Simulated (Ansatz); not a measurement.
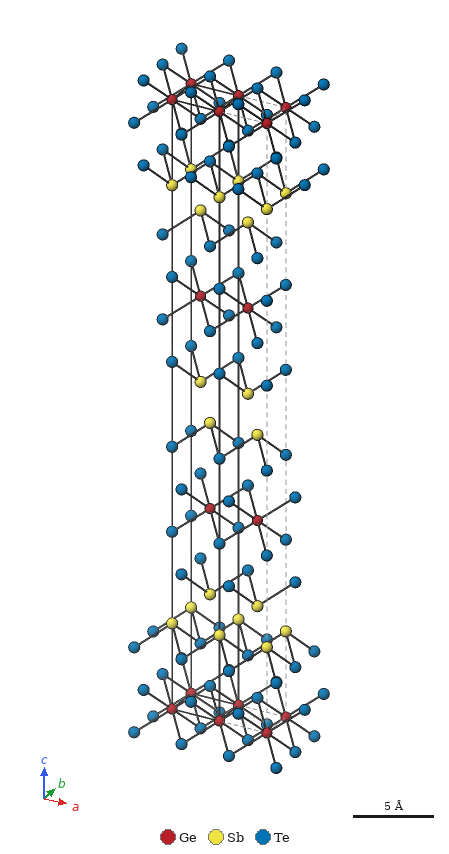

View slightly off an axis, drawn as a ball-and-stick model. 2×1×1 cells are drawn; the solid outline is the conventional unit cell. Some neighbours outside the box are added.

GeSb2Te4, space group R-3m (No. 166), a = 4.32 Å, b = 4.32 Å, c = 39.68 Å, α = 90.00°, β = 90.00°, γ = 120.00°.

Level of theory and settings: Ansatz 0.2.0, DFT PBE, scalar-relativistic, plane waves, PAW, a basis cut at 420 eV, k-points about 0.14 Å⁻¹ apart, Gaussian smearing of 0.1 eV, no spin polarisation.

What is the electronic character?

A metal: bands cross the Fermi level.

State the hydrostatic pressure.

The computed pressure is 0.0 GPa, close to zero.

Its origin is a structure listed in the Materials Project. Earlier steps of the study may have refined or changed the cell and positions. It went into a calculation with Ansatz.
